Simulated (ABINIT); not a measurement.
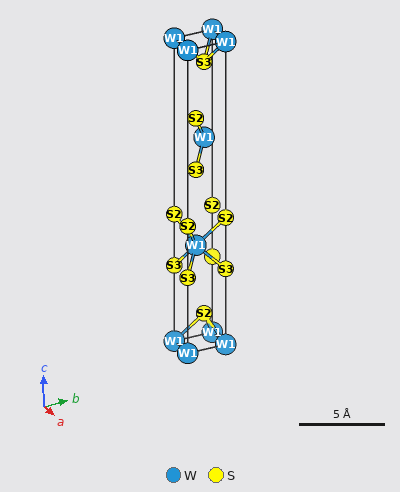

The structure as given in the input (ball-and-stick view of the cell 3 times as large as that of the calculation, set on its symmetry axes, seen slightly off an axis; atoms are numbered from 1 in the order of the input). An atom can appear more than once, as a periodic image.

## Single-point calculation of WS2

The run: single-point calculation of WS2 (R3m, 3 atoms in the cell). Method and program: Kohn-Sham DFT of a periodic cell, AM05, JTH PAW PBE v2.0, no spin polarisation (ABINIT 10.8.3).

The structure derives from an entry of the Crystallography Open Database.

### The input
```
# Pseudopotentials
pp_dirpath "./"
pseudos "W.GGA_PBE-JTH.xml, S.GGA_PBE-JTH.xml"

# Structure
acell 3*1.0 Angstrom
rprim
     1.5790000000     0.9116360751     6.1633333333
    -1.5790000000     0.9116360751     6.1633333333
     0.0000000000    -1.8232721501     6.1633333333
ntypat 2
znucl 74 16
natom 3
typat 1 2 2
xred
     0.0000000000     0.0000000000     0.0000000000
     0.5810000000     0.5810000000     0.5810000000
     0.7503000000     0.7503000000     0.7503000000

# Plane-wave basis
ecut 24.0
pawecutdg 46.0
pawxcdev 0

# k points
kptopt 1
ngkpt 10 10 10
nshiftk 1
shiftk 0.0 0.0 0.0

# Exchange and correlation
ixc -120135

# Bands and occupations
nband 17
occopt 3
tsmear 0.05 eV

# SCF cycle
nstep 100
tolvrs 1.0e-9

# Output
iomode 3
prtwf 0
prtden 0
prteig 0
prtebands 0
enunit 1
```

Hardware: 1 thread of Intel Xeon (Sapphire Rapids), 16 GiB of memory available, shared host.

Run as:
```bash
abinit run.abi > log 2>&1
```

### What the program printed
```
.Version 10.8.3 of ABINIT
 Symmetries : space group R3 m (#160); Bravais hR (rhombohedral)
================================================================================
 Values of the parameters that define the memory need of the present run
     intxc =       0    ionmov =       0      iscf =      17    lmnmax =      18
     lnmax =       6     mgfft =      54  mpssoang =       3    mqgrid =    3001
     natom =       3  nloc_mem =       2    nspden =       1   nspinor =       1
    nsppol =       1      nsym =       6    n1xccc =       1    ntypat =       2
    occopt =       3   xclevel =       2
       mpw =        2054          nfft =      157464          nkpt =         116
 PAW method is used; the additional fine FFT grid is defined by:
   mgfftf=        80    nfftf =    512000
================================================================================
================================================================================

--------------------------------------------------------------------------------
------------- Echo of variables that govern the present computation ------------
--------------------------------------------------------------------------------
 -outvars: echo values of preprocessed input variables --------
            acell      1.8897261259E+00  1.8897261259E+00  1.8897261259E+00 Bohr
              amu      1.83850000E+02  3.20660000E+01
             ecut      2.40000000E+01 Hartree
           enunit           1
                       outvar_i_n : Printing only first  50 k-points.
              ixc     -120135
                       outvar_i_n : Printing only first  50 k-points.
         kptrlatt       10    0    0      0   10    0      0    0   10
          kptrlen      5.96775511E+01
            natom           3
            nband          17
            ngfft          54      54      54
          ngfftdg          80      80      80
             nkpt         116
            nstep         100
             nsym           6
           ntypat           2
                       prtocc : prtvol=0, do not print more k-points.
           occopt           3
        pawecutdg      4.60000000E+01 Hartree
         pawxcdev           0
           prtden           0
        prtebands           0
           prteig           0
            prtwf           0
            rprim      1.5790000000E+00  9.1163607510E-01  6.1633333333E+00
                      -1.5790000000E+00  9.1163607510E-01  6.1633333333E+00
                       0.0000000000E+00 -1.8232721501E+00  6.1633333333E+00
          spgroup         160
           tolvrs      1.00000000E-09
           tsmear      1.83746611E-03 Hartree
            typat      1  2  2
           useylm           1
                       outvars : Printing only first  50 k-points.
           xangst      0.0000000000E+00  0.0000000000E+00  0.0000000000E+00
                      -5.5134224817E-17  5.8099958856E-11  1.0742690000E+01
                       2.5393573261E-16  7.5029893182E-11  1.3873047000E+01
            xcart      0.0000000000E+00  0.0000000000E+00  0.0000000000E+00
                      -1.0418858507E-16  1.0979301016E-10  2.0300741955E+01
                       4.7986898822E-16  1.4178594937E-10  2.6216259362E+01
             xred      0.0000000000E+00  0.0000000000E+00  0.0000000000E+00
                       5.8100000000E-01  5.8100000000E-01  5.8100000000E-01
                       7.5030000000E-01  7.5030000000E-01  7.5030000000E-01
            znucl       74.00000   16.00000

================================================================================

 chkinp: Checking input parameters for consistency.

================================================================================
== DATASET  1 ==================================================================

--- !DatasetInfo
iteration_state: {dtset: 1, }
dimensions: {natom: 3, nkpt: 116, mband: 17, nsppol: 1, nspinor: 1, nspden: 1, mpw: 2054, }
cutoff_energies: {ecut:  24.0, pawecutdg:  46.0, }
electrons: {nelect:   2.60000000E+01, charge:   0.00000000E+00, occopt:   3.00000000E+00, tsmear:   1.83746611E-03, }
meta: {optdriver: 0, ionmov: 0, optcell: 0, iscf: 17, paral_kgb: 0, }
...

 Real(R)+Recip(G) space primitive vectors, cartesian coordinates (Bohr,Bohr^-1):
 R(1)=  2.9838776  1.7227425 11.6470120  G(1)=  0.1675672  0.0967450  0.0286196
 R(2)= -2.9838776  1.7227425 11.6470120  G(2)= -0.1675672  0.0967450  0.0286196
 R(3)=  0.0000000 -3.4454850 11.6470120  G(3)=  0.0000000 -0.1934899  0.0286196
 Unit cell volume ucvol=  3.5922549E+02 bohr^3
 Angles (23,13,12)=  2.84426739E+01  2.84426739E+01  2.84426739E+01 degrees

 Coarse grid specifications (used for wave-functions):

 getcut: wavevector=  0.0000  0.0000  0.0000  ngfft=  54  54  54
         ecut(hartree)=     24.000   => boxcut(ratio)=   2.01656

 Fine grid specifications (used for densities):

 getcut: wavevector=  0.0000  0.0000  0.0000  ngfft=  80  80  80
         ecut(hartree)=     46.000   => boxcut(ratio)=   2.15744

--- Pseudopotential description ------------------------------------------------
- pspini: atom type   1  psp file is ./W.GGA_PBE-JTH.xml
 Pseudopotential format is: paw10
 basis_size (lnmax)=  6 (lmn_size= 18), orbitals=   0   0   1   1   2   2
 Spheres core radius: rc_sph= 2.41188978
 Shapefunction is BESSEL type: shapef(r,l)=aa(1,l)*jl(q(1,l)*r)+aa(2,l)*jl(q(2,l)*r)
 Radius for shape functions =  2.10354610
 Compensation charge density is not taken into account in XC energy/potential

- pspini: atom type   2  psp file is ./S.GGA_PBE-JTH.xml
 Pseudopotential format is: paw10
 basis_size (lnmax)=  4 (lmn_size=  8), orbitals=   0   0   1   1
 Spheres core radius: rc_sph= 1.90380259
 Shapefunction is SIN type: shapef(r)=[sin(pi*r/rshp)/(pi*r/rshp)]**2
 Radius for shape functions =  1.40128485
 Compensation charge density is not taken into account in XC energy/potential

   1.39209700E+03                                ecore*ucvol(ha*bohr**3)
--------------------------------------------------------------------------------

================================================================================

--- !BeginCycle
iteration_state: {dtset: 1, }
solver: {iscf: 17, nstep: 100, nline: 4, wfoptalg: 10, }
tolerances: {tolvrs: 1.00E-09, }
...

     iter   Etot(hartree)      deltaE(h)  residm     nres2
 ETOT  1  -85.561984848691    -8.556E+01 1.635E+01 8.326E+01
 ETOT  2  -89.908853749394    -4.347E+00 9.902E-02 1.904E+02
 ETOT  3  -89.794860248078     1.140E-01 6.220E-02 4.128E+01
 ETOT  4  -89.772906543512     2.195E-02 2.381E-02 6.334E+00
 ETOT  5  -89.769193167195     3.713E-03 1.824E-01 2.687E-01
 ETOT  6  -89.769465020134    -2.719E-04 3.862E-03 2.168E-01
 ETOT  7  -89.769373076006     9.194E-05 2.320E-03 5.845E-03
 ETOT  8  -89.769386481119    -1.341E-05 5.606E-04 2.001E-03
 ETOT  9  -89.769391807011    -5.326E-06 9.914E-04 2.102E-04
 ETOT 10  -89.769392386228    -5.792E-07 9.883E-04 5.072E-05
 ETOT 11  -89.769392423013    -3.679E-08 1.504E-03 6.858E-06
 ETOT 12  -89.769392427809    -4.796E-09 1.363E-03 1.155E-06
 ETOT 13  -89.769392428191    -3.812E-10 1.513E-03 1.117E-07
 ETOT 14  -89.769392428485    -2.943E-10 7.418E-04 1.579E-08
 ETOT 15  -89.769392428498    -1.347E-11 7.280E-04 1.474E-09
 ETOT 16  -89.769392428503    -5.073E-12 2.694E-04 4.050E-10

 At SCF step   16       nres2   =  4.05E-10 < tolvrs=  1.00E-09 =>converged.

 Cartesian components of stress tensor (hartree/bohr^3)
  sigma(1 1)=  4.71866053E-05  sigma(3 2)= -5.86005213E-14
  sigma(2 2)=  4.71866049E-05  sigma(3 1)=  0.00000000E+00
  sigma(3 3)= -4.99310571E-06  sigma(2 1)=  0.00000000E+00

--- !ResultsGS
iteration_state: {dtset: 1, }
comment   : Summary of ground state results
lattice_vectors:
- [  2.9838776,   1.7227425,  11.6470120, ]
- [ -2.9838776,   1.7227425,  11.6470120, ]
- [  0.0000000,  -3.4454850,  11.6470120, ]
lattice_lengths: [  12.14596,   12.14596,   12.14596, ]
lattice_angles: [ 28.443,  28.443,  28.443, ] # degrees, (23, 13, 12)
lattice_volume:   3.5922549E+02
convergence: {deltae: -5.073E-12, res2:  4.050E-10, residm:  2.694E-04, diffor: null, }
etotal    :  -8.97693924E+01
entropy   :   0.00000000E+00
fermie    :   2.91599911E-01
cartesian_stress_tensor: # hartree/bohr^3
- [  4.71866053E-05,   0.00000000E+00,   0.00000000E+00, ]
- [  0.00000000E+00,   4.71866049E-05,  -5.86005213E-14, ]
- [  0.00000000E+00,  -5.86005213E-14,  -4.99310571E-06, ]
pressure_GPa:  -8.7655E-01
xred      :
- [  0.0000E+00,   0.0000E+00,   0.0000E+00,  W]
- [  5.8100E-01,   5.8100E-01,   5.8100E-01,  S]
- [  7.5030E-01,   7.5030E-01,   7.5030E-01,  S]
cartesian_forces: # hartree/bohr
- [  2.92188768E-19,  -5.34399113E-19,  -1.16950719E-02, ]
- [ -9.90408807E-19,   2.63919401E-19,   9.32794930E-03, ]
- [  6.98220039E-19,   2.70479711E-19,   2.36712263E-03, ]
force_length_stats: {min:   2.36712263E-03, max:   1.16950719E-02, mean:   7.79671462E-03, }
...

 Integrated electronic density in atomic spheres:
 ------------------------------------------------
 Atom  Sphere_radius  Integrated_density
    1        2.41189         11.77309836
    2        1.90380          3.59871137
    3        1.90380          3.61663764

================================================================================

 ----iterations are completed or convergence reached----

 Mean square residual over all n,k,spin=   14.694E-08; max=  26.937E-05
 reduced coordinates (array xred) for    3 atoms
       0.000000000000      0.000000000000      0.000000000000
       0.581000000000      0.581000000000      0.581000000000
       0.750300000000      0.750300000000      0.750300000000
 rms dE/dt=  1.0185E-01; max dE/dt=  1.3643E-01; dE/dt below (all hartree)
    1       0.136427839057      0.136427839057      0.136427839057
    2      -0.108427541917     -0.108427541917     -0.108427541917
    3      -0.027354709983     -0.027354709983     -0.027354709983

 cartesian coordinates (angstrom) at end:
    1      0.00000000000000     0.00000000000000     0.00000000000000
    2     -0.00000000000000     0.00000000005810    10.74268999994190
    3      0.00000000000000     0.00000000007503    13.87304699992497

 cartesian forces (hartree/bohr) at end:
    1      0.00000000000000    -0.00000000000000    -0.01169507192692
    2     -0.00000000000000     0.00000000000000     0.00932794929937
    3      0.00000000000000     0.00000000000000     0.00236712262755
 frms,max,avg= 5.0485269E-03 1.1695072E-02   0.000E+00  0.000E+00 -1.848E-05 h/b

 cartesian forces (eV/Angstrom) at end:
    1      0.00000000000000    -0.00000000000000    -0.60138477817439
    2     -0.00000000000000     0.00000000000000     0.47966243861338
    3      0.00000000000000     0.00000000000000     0.12172233956101
 frms,max,avg= 2.5960569E-01 6.0138478E-01   0.000E+00  0.000E+00 -9.501E-04 e/A
 length scales=  1.889726125908  1.889726125908  1.889726125908 bohr
              =  1.000000000000  1.000000000000  1.000000000000 angstroms
 Fermi (or HOMO) energy (eV) =   7.93484   Average Vxc (eV)= -11.09327
 Eigenvalues (   eV  ) for nkpt= 116  k points:
 kpt#   1, nband= 17, wtk=  0.00100, kpt=  0.0000  0.0000  0.0000 (reduced coord)
 -67.21153  -31.44763  -31.26631  -31.26631   -8.19222   -6.16909   -0.22501    3.92605
   3.92605    5.18820    5.18820    5.90642    6.24505    9.64297    9.64297   10.00529
  10.00529
 prteigrs : prtvol=0 or 1, do not print more k-points.

--- !EnergyTerms
iteration_state     : {dtset: 1, }
comment             : Components of total free energy in Hartree
kinetic             :  1.58144043634465E+01
hartree             :  2.79428388135760E+01
xc                  : -1.49005921842565E+01
Ewald energy        : -5.99631140346701E+01
psp_core            :  3.87527347552344E+00
local_psp           : -6.99419694516245E+01
PAW spherical_terms :  7.40376822757554E+00
internal            : -8.97693907904296E+01
'-kT*entropy'       : -1.16969291491254E-08
total_energy        : -8.97693908021265E+01
total_energy_eV     : -2.44274956618308E+03
...

--- !EnergyTermsDC
iteration_state     : {dtset: 1, }
comment             : '"Double-counting" decomposition of free energy'
band_energy         : -1.09667549560595E+01
Ewald energy        : -5.99631140346701E+01
psp_core            :  3.87527347552344E+00
xc_dc               : -3.09721226024949E+01
PAW spherical_terms :  8.25732570089444E+00
internal            : -8.97693924168065E+01
'-kT*entropy'       : -1.16969291491254E-08
total_energy_dc     : -8.97693924285035E+01
total_energy_dc_eV  : -2.44274961043905E+03
...

--- !EnergyTermsWithPAWCore
iteration_state     : {dtset: 1, }
comment             : 'Components of total free energy, including PAW core contributions'
Total energy        : -1.69303051618231E+04
Total energy DC     : -1.69303051634494E+04
Total energy (eV)   : -4.60697073020693E+05
Total energy DC (eV): -4.60697073064949E+05
...

 Cartesian components of stress tensor (hartree/bohr^3)
  sigma(1 1)=  4.71866053E-05  sigma(3 2)= -5.86005213E-14
  sigma(2 2)=  4.71866049E-05  sigma(3 1)=  0.00000000E+00
  sigma(3 3)= -4.99310571E-06  sigma(2 1)=  0.00000000E+00

-Cartesian components of stress tensor (GPa)         [Pressure= -8.7655E-01 GPa]
- sigma(1 1)=  1.38827786E+00  sigma(3 2)= -1.72408686E-09
- sigma(2 2)=  1.38827785E+00  sigma(3 1)=  0.00000000E+00
- sigma(3 3)= -1.46902242E-01  sigma(2 1)=  0.00000000E+00

== END DATASET(S) ==============================================================
================================================================================

 -outvars: echo values of variables after computation  --------
            acell      1.8897261259E+00  1.8897261259E+00  1.8897261259E+00 Bohr
           etotal     -8.9769392429E+01
            fcart      2.9218876799E-19 -5.3439911272E-19 -1.1695071927E-02
                      -9.9040880702E-19  2.6391940142E-19  9.3279492994E-03
                       6.9822003902E-19  2.7047971130E-19  2.3671226275E-03
            rprim      1.5790000000E+00  9.1163607510E-01  6.1633333333E+00
                      -1.5790000000E+00  9.1163607510E-01  6.1633333333E+00
                       0.0000000000E+00 -1.8232721501E+00  6.1633333333E+00
           strten      4.7186605262E-05  4.7186604876E-05 -4.9931057091E-06
                      -5.8600521350E-14  0.0000000000E+00  0.0000000000E+00
           xangst      0.0000000000E+00  0.0000000000E+00  0.0000000000E+00
                      -5.5134224817E-17  5.8099958856E-11  1.0742690000E+01
                       2.5393573261E-16  7.5029893182E-11  1.3873047000E+01
             xred      0.0000000000E+00  0.0000000000E+00  0.0000000000E+00
                       5.8100000000E-01  5.8100000000E-01  5.8100000000E-01
                       7.5030000000E-01  7.5030000000E-01  7.5030000000E-01
 Calculation completed.
```

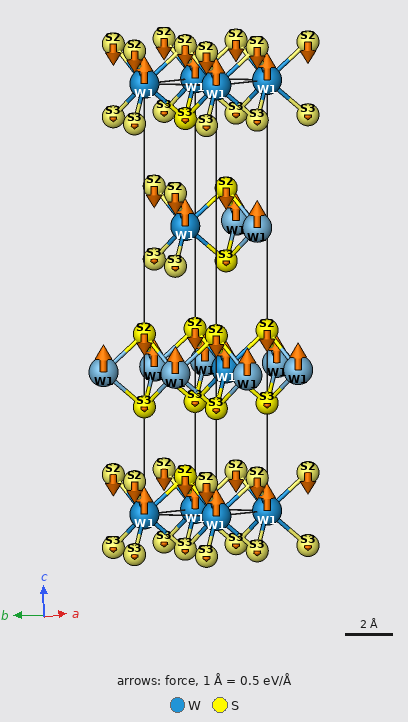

Forces on the atoms as orange arrows (ball-and-stick view of the cell 3 times as large as that of the calculation, set on its symmetry axes, seen at an oblique angle; neighbours outside the cell are drawn fainter; atoms are numbered from 1 in the order of the input). The largest act on W1 (0.60 eV/Å); S2 (0.48 eV/Å). The geometry is not a stationary point of this energy.

### Key numbers

| quantity | value |
| --- | --- |
| outcome | converged |
| space group (tolerance 0.01 Å) | R3m (160) |
| electrons treated | 26 |
| free energy | −2442.7496 eV |
| Fermi energy | 7.935 eV |
| gap on the k-point mesh | 1.05 eV |
| pressure | −0.88 GPa |
| largest force (length of the vector) | 0.601 eV/Å |
| wall time | 6.9 min |
| peak memory | 0.39 GiB |

### Notes

Spin–orbit coupling is left out, which matters for W.
